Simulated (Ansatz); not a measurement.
## Two runs on Co

System: Co (2 atoms in the cell).
Method of the first run: DFT, PBE, plane waves, PAW, Ueff = 8 eV on Co d, spin-polarised (Ansatz 0.2.0).

The structure derives from an entry of the Crystallography Open Database. Text and figures count atoms from 1; the logs count them from 0 in places.

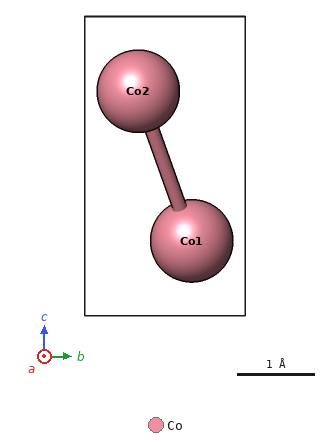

The starting structure (ball-and-stick view of the cell of the calculation, along the a axis; atoms are numbered from 1 in the order of the input).

## Input file, the first run
```yaml
crystal:
  lattice:
    - [2.4163163337, 0.0, 0.0]
    - [-1.2081581668, 2.0925913285, 0.0]
    - [0.0, 0.0, 3.9050564791]
  atoms:
    - { symbol: Co, position: [0.3333333333, 0.6666666667, 0.25], spin: 1.84 }
    - { symbol: Co, position: [0.6666666667, 0.3333333333, 0.75], spin: 1.84 }
basis:
  ecutwfc: 420
  ecutrho_ratio: 12
kpoints:
  mp_grid: { grid: [18, 18, 10] }
hamiltonian:
  xc: pbe
  hubbard: { sites: [{ species: Co, l: d, u_eff: 8.0 }], double_counting: fll }
scf:
  occupations: { method: gaussian, width: 0.1 }
output:
  forces: true
  eigenvalues: true
  stress: true
magnetization:
  spin_polarized: true
relax:
  adjacent_minimum: "off"
  f_tol: 0.01
  max_steps: 30
  cell: { stress_tol: 0.1, fix: [volume] }
```

Launched with:
```bash
ansatz run input.yaml --threads 1 --pin off --max-ram 2560MiB --backend cpu --events-out ev --progress --plain --runs-dir out
```

Hardware: 1 thread of Arm Neoverse V2, 24 GiB of memory available, shared host.

## Output, shortened to warnings, some set-up lines, iterations and results (the first run)
```
Basis set: ecut = 420 eV, 379 PW (Γ), exchange–correlation on 60×60×96 points (8 copies of the dense FFT grid, shifted against one another)
Symmetry: 24 space group operations
k-points: 222 of 3240
Initial density: superposition of atomic densities (chi_scale 0.1, normalization cell)
[...]
SCF iter   1: F=—  HF=-10240.642152 eV  |F-HF|=—  |Δ(HF+E_count)|=         —  Δρ=7.02e-2 (↑5.46e-2 ↓7.02e-2)  dr2=3.39e-2  dr2_m=7.01e-1  M=3.664 μB ∫|m|=3.912 μB  β_m=1.00  …
SCF iter   2: F=—  HF=-10241.020877 eV  |F-HF|=—  |Δ(HF+E_count)|=   3.79e-1  Δρ=1.04e-2 (↑7.83e-3 ↓1.04e-2)  dr2=7.49e-3  dr2_m=1.24e-2  M=3.576 μB ∫|m|=4.018 μB  β_m=1.00  …
SCF iter   3: F=—  HF=-10241.214638 eV  |F-HF|=—  |Δ(HF+E_count)|=   1.94e-1  Δρ=3.49e-3 (↑3.49e-3 ↓2.88e-3)  dr2=3.46e-3  dr2_m=6.07e-4  M=3.548 μB ∫|m|=4.047 μB  β_m=0.30  …
SCF iter   4: F=—  HF=-10241.329883 eV  |F-HF|=—  |Δ(HF+E_count)|=   1.15e-1  Δρ=1.92e-3 (↑1.92e-3 ↓1.66e-3)  dr2=3.06e-4  dr2_m=4.43e-4  M=3.541 μB ∫|m|=4.051 μB  β_m=0.30  …
SCF iter   5: F=—  HF=-10241.390528 eV  |F-HF|=—  |Δ(HF+E_count)|=   6.06e-2  Δρ=3.46e-3 (↑3.46e-3 ↓3.21e-3)  dr2=4.01e-3  dr2_m=3.95e-4  M=3.529 μB ∫|m|=4.047 μB  β_m=0.30  …
[... 62 lines ...]
SCF iter   2: F=—  HF=-10243.907494 eV  |F-HF|=—  |Δ(HF+E_count)|=   4.26e-7  Δρ=1.14e-5 (↑1.14e-5 ↓8.94e-6)  dr2=8.09e-10  dr2_m=4.57e-10  M=3.736 μB ∫|m|=3.828 μB  β_m=0.44 …
SCF iter   3: F=—  HF=-10243.907494 eV  |F-HF|=—  |Δ(HF+E_count)|=   3.48e-7  Δρ=4.50e-6 (↑4.50e-6 ↓3.56e-6)  dr2=4.22e-10  dr2_m=7.80e-11  M=3.736 μB ∫|m|=3.828 μB  β_m=0.44 …
SCF iter   4: F=-10243.907494 eV  HF=-10243.907494 eV  |F-HF|=1.15e-10  |Δ(HF+E_count)|=   6.06e-8  Δρ=2.12e-7 (↑2.12e-7 ↓1.90e-7)  dr2=1.16e-12  dr2_m=1.83e-12  M=3.736 μB …
SCF 7 converged in 4 iterations: F = -10243.907494 eV  dr2 = 1.16e-12
relax step   7: F+E_penalty+E_count = -10243.90749410 eV  Δ(F+E_penalty+E_count) = -1.798e-8 eV  max|allowed force component| = 2.891e-17 eV/Å  Δτ_max = 0.0000 Å  P = +88.012 …
basis re-selected at this cell: Δ(F+E_penalty+E_count) = -1.798e-8 eV, ΔP = +0.000 GPa vs the last step (what re-selecting the basis moved, of the pressure what is left beyond the Pulay correction that the steps carried, after the strain that the cell walked since its last selection, with what the …
SCF converged after 4 iterations
Magnetization: 3.7364 μB (18.8682 up, 15.1318 down)
Absolute magnetization: 3.8262 μB (∫|ρ↑−ρ↓|, with the PAW one-centre terms)
Spin contamination: 0.1084 ħ² per cell (⟨S²⟩ above its minimum at these occupations)
Per-site moments (μB) at R_I (Å): [(1.8279855058966952, 0.9697124287407246), (1.8279855058966947, 0.9697124287407246)]
Free energy (F): -10243.907494 eV
Harris-Foulkes:  -10243.907494 eV  (|F-HF|=1.15e-10)
Internal energy: -10243.903950 eV  (E = F + TS)
E sigma→0 (E₀):  -10243.905722 eV
Entropy (-TS):   -0.003544 eV (-1.772 meV/atom)
Fermi energy:    21.240625 eV
--- Per-component energies (eV) ---
  E_band       = -434.485716
  E_kinetic    = 915.679994
  E_local      = -5457.652897  (includes V_loc(G=0)·N_el)
  E_nonlocal   = 937.991755
  E_hartree    = 2322.352892
  E_xc         = -318.271494
  E_vxc        = -410.756581  (∫ρ·V_xc dr)
  E_hubbard    = 3.708451  (on-site DFT+U / exact-exchange correction)
  E_vhub       = -55.234111  (the Hubbard potential's part of the band-sum identity)
  E_paw        = -3049.315051  (= ΣΔE_a)
  E_vpaw       = -1009.219706  (= ΣTr[D̂ρ^β])
  E_aug_tail   = -0.000002  (compensation charges beyond the density's cutoff)
  E_ewald      = -5598.397598
  E_smearing   = -0.003544  (= −TS)
  E_closure    = 0.000000  (closes the sum)
  Σ components = -10243.907494   (vs F -10243.907494, Δ=0.00e0)
--- Forces (eV/Å), atoms counted from 1 ---
  atom   1  Co    -0.00000000    -0.00000000    -0.00000000
  atom   2  Co     0.00000000    -0.00000000     0.00000000
  max |Σ_I F_I| component: 4.05e-18 eV/Å
--- Stress (GPa, compression-positive) ---
       88.009820       0.000000       0.000000
       -0.000000      88.009820      -0.000000
        0.000000      -0.000000      88.015868
  P = ⅓ Tr σ = 88.0118 GPa (880.118 kbar)
Occupation matrices written to [file]
--- Relaxed structure (5 steps of the walk, 5 accepted, 2 SCFs on fresh bases) ---
[...]
```

For the second run the input was changed thus:
```diff
-  ecutrho_ratio: 12
-  hubbard: { sites: [{ species: Co, l: d, u_eff: 8.0 }], double_counting: fll }
+  populations: true
+  write_density: true
+  write_potential: true
+  elf: true
+  volumetric_format: npy
```

What does this change do to the results?

The total energies belong to different models, so their difference says nothing on which is more stable or more accurate. The net moment of the cell goes from 3.74 to 3.09 μB. The pressure goes from 88.01 to 25.69 GPa. On the same kind of shared host the second run took about 0.29 times as long.

## Output, shortened to warnings, some set-up lines, iterations and results (the second run)
```
Basis set: ecut = 420 eV, 379 PW (Γ), exchange–correlation on 36×36×54 points (8 copies of the dense FFT grid, shifted against one another)
Symmetry: 24 space group operations
k-points: 222 of 3240
Initial density: superposition of atomic densities (chi_scale 0.1, normalization cell)
[...]
SCF iter   1: F=—  HF=-10251.339084 eV  |F-HF|=—  |Δ(HF+E_count)|=         —  Δρ=1.04e-1 (↑5.80e-2 ↓1.04e-1)  dr2=2.94e0  dr2_m=1.14e-1  M=3.319 μB ∫|m|=3.447 μB  β_m=0.30  …
SCF iter   2: F=—  HF=-10250.457447 eV  |F-HF|=—  |Δ(HF+E_count)|=   8.82e-1  Δρ=3.95e-2 (↑1.31e-2 ↓3.95e-2)  dr2=2.18e-1  dr2_m=9.00e-2  M=3.306 μB ∫|m|=3.478 μB  β_m=0.35  …
SCF iter   3: F=—  HF=-10251.197128 eV  |F-HF|=—  |Δ(HF+E_count)|=         —  Δρ=1.83e-2 (↑1.83e-2 ↓8.08e-3)  dr2=2.16e-2  dr2_m=1.91e-2  M=3.220 μB ∫|m|=3.426 μB  β_m=0.35  …
SCF iter   4: F=—  HF=-10251.648227 eV  |F-HF|=—  |Δ(HF+E_count)|=   4.51e-1  Δρ=1.08e-2 (↑1.08e-2 ↓5.67e-3)  dr2=1.10e-2  dr2_m=6.92e-3  M=3.185 μB ∫|m|=3.412 μB  β_m=0.58  …
SCF iter   5: F=—  HF=-10252.105075 eV  |F-HF|=—  |Δ(HF+E_count)|=   4.57e-1  Δρ=7.48e-3 (↑5.26e-3 ↓7.48e-3)  dr2=1.82e-2  dr2_m=1.24e-3  M=3.120 μB ∫|m|=3.385 μB  β_m=0.79  …
[... 14 lines ...]
SCF iter   3: F=—  HF=-10252.166090 eV  |F-HF|=—  |Δ(HF+E_count)|=   4.47e-9  Δρ=1.90e-6 (↑5.79e-7 ↓1.90e-6)  dr2=1.14e-10  dr2_m=2.34e-10  M=3.093 μB ∫|m|=3.377 μB  β_m=0.65 …
SCF iter   4: F=—  HF=-10252.166090 eV  |F-HF|=—  |Δ(HF+E_count)|=  3.24e-10  Δρ=2.41e-7 (↑2.41e-7 ↓1.85e-7)  dr2=6.85e-12  dr2_m=4.23e-12  M=3.093 μB ∫|m|=3.377 μB  β_m=0.64 …
SCF iter   5: F=-10252.166090 eV  HF=-10252.166090 eV  |F-HF|=1.82e-12  |Δ(HF+E_count)|=  1.82e-12  Δρ=7.01e-8 (↑3.89e-8 ↓7.01e-8)  dr2=3.23e-13  dr2_m=3.09e-13  M=3.093 μB …
SCF 3 converged in 5 iterations: F = -10252.166090 eV  dr2 = 3.23e-13
relax step   3: F+E_penalty+E_count = -10252.16608981 eV  Δ(F+E_penalty+E_count) = +2.168e-6 eV  max|allowed force component| = 2.544e-17 eV/Å  Δτ_max = 0.0000 Å  P = +25.687 …
basis re-selected at this cell: Δ(F+E_penalty+E_count) = +2.168e-6 eV, ΔP = +0.001 GPa vs the last step (what re-selecting the basis moved, of the pressure what is left beyond the Pulay correction that the steps carried, after the strain that the cell walked since its last selection, with what the …
SCF converged after 5 iterations
Magnetization: 3.0935 μB (18.5467 up, 15.4533 down)
Absolute magnetization: 3.3785 μB (∫|ρ↑−ρ↓|, with the PAW one-centre terms)
Spin contamination: 0.0451 ħ² per cell (⟨S²⟩ above its minimum at these occupations)
Per-site moments (μB) at R_I (Å): [(1.6127388445200745, 0.9898083068066059), (1.6127388445200748, 0.9898083068066059)]
Free energy (F): -10252.166090 eV
Harris-Foulkes:  -10252.166090 eV  (|F-HF|=1.82e-12)
Internal energy: -10252.158132 eV  (E = F + TS)
E sigma→0 (E₀):  -10252.162111 eV
Entropy (-TS):   -0.007958 eV (-3.979 meV/atom)
Fermi energy:    20.896833 eV
--- Per-component energies (eV) ---
  E_band       = -416.999483
  E_kinetic    = 913.722823
  E_local      = -5393.587338  (includes V_loc(G=0)·N_el)
  E_nonlocal   = 908.159801
  E_hartree    = 2273.477029
  E_xc         = -320.265857
  E_vxc        = -413.455290  (∫ρ·V_xc dr)
  E_paw        = -3031.128428  (= ΣΔE_a)
  E_vpaw       = -978.793784  (= ΣTr[D̂ρ^β])
  E_aug_tail   = 0.000217  (compensation charges beyond the density's cutoff)
  E_ewald      = -5602.536377
  E_smearing   = -0.007958  (= −TS)
  E_closure    = -0.000000  (closes the sum)
  Σ components = -10252.166090   (vs F -10252.166090, Δ=0.00e0)
--- Forces (eV/Å), atoms counted from 1 ---
  atom   1  Co    -0.00000000     0.00000000     0.00000000
  atom   2  Co     0.00000000    -0.00000000    -0.00000000
  max |Σ_I F_I| component: 1.62e-17 eV/Å
--- Stress (GPa, compression-positive) ---
       25.724312       0.000000      -0.000000
        0.000000      25.724312      -0.000000
       -0.000000      -0.000000      25.611278
  P = ⅓ Tr σ = 25.6866 GPa (256.866 kbar)
--- Relaxed structure (2 steps of the walk, 2 accepted, 1 SCFs on fresh bases) ---
  F+E_penalty+E_count = -10252.16608981 eV   max|allowed force component| = 2.544e-17 eV/Å   (the final SCF, on the basis selected at the relaxed cell)
  cell:  # Å, volume = 19.7454 Å³
    - [2.416484836734135, -2.8869523001627073e-11, -3.117715737926304e-21]
[...]
```

## The two runs side by side

```csv
quantity,the first run,the second run
outcome,converged,converged
free energy per atom (eV),−5121.9537,−5126.0830
"energy per atom, smearing taken to zero (eV)",−5121.9529,−5126.0811
gap on the mesh (eV),0.00,0.00
net moment of the cell (μB),3.74,3.09
absolute moment of the cell (μB),3.83,3.38
pressure (GPa),88.01,25.69
largest force (eV/Å),0.000,0.000
irreducible k-points,222,222
SCF iterations,–,18
wall time (shared host),1.9 min,33 s
```

For the first run: The cell is under a pressure of 88 GPa at this level, so it is not at its equilibrium volume. For the second run: The cell is under a pressure of 26 GPa at this level, so it is not at its equilibrium volume.
